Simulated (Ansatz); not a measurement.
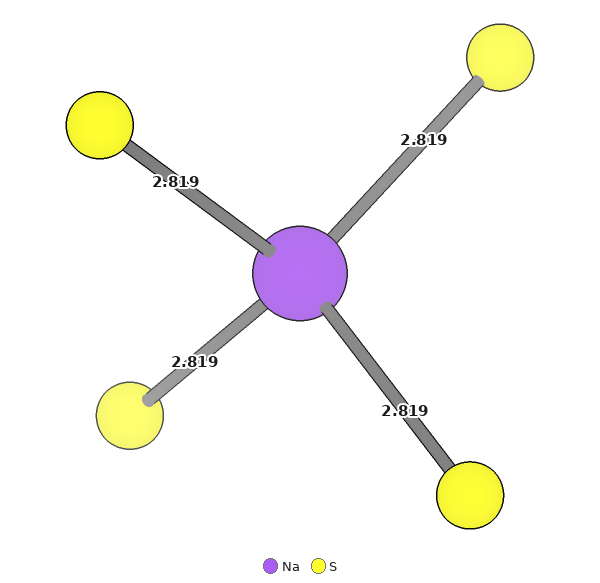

The surroundings of site Na1 (at 0.250, 0.750, 0.750) in Na$_{2}$S (Fm-3m, No. 225), with bond lengths in Å.

The cell is taken from the input geometry of an electronic-structure calculation (not necessarily at equilibrium); the starting structure was generated, so it need not be a known form of this composition.

```
CELL_PARAMETERS angstrom
6.51086 0.00000 0.00000
0.00000 6.51086 0.00000
0.00000 0.00000 6.51086
ATOMIC_POSITIONS crystal
S 0.00000 0.00000 0.00000
Na 0.25000 0.75000 0.75000
Na 0.25000 0.25000 0.75000
S 0.00000 0.50000 0.50000
Na 0.25000 0.25000 0.25000
Na 0.25000 0.75000 0.25000
S 0.50000 0.00000 0.50000
Na 0.75000 0.75000 0.25000
Na 0.75000 0.25000 0.25000
S 0.50000 0.50000 0.00000
Na 0.75000 0.25000 0.75000
Na 0.75000 0.75000 0.75000
```

Bond valence s = exp((R0 − d)/b), R0 fitted to published crystal structures with b = 0.37 Å; R0 in Å: Na+–S 2.286.

Question: Calculate the bond-valence sum of Na1 from the bonds drawn.

Answer: 4 × 0.237 = 0.95 v.u., against a formal valence of 1: a close match.

Question: And over the whole structure?

Answer:
```json
{"site": "S1", "x, y, z": "0.000, 0.000, 0.000", "formal valence": "−2", "bond-valence sum": "1.89", "difference": "-0.11"}
{"site": "Na1", "x, y, z": "0.250, 0.750, 0.750", "formal valence": "+1", "bond-valence sum": "0.95", "difference": "-0.05"}
```

These sums include all anions within 5 Å. The global instability index (root mean square of the differences over all atoms) is 0.08 v.u.: little strain. The cell was not relaxed for this table, and a volume that is off by a few per cent shifts all sums together.
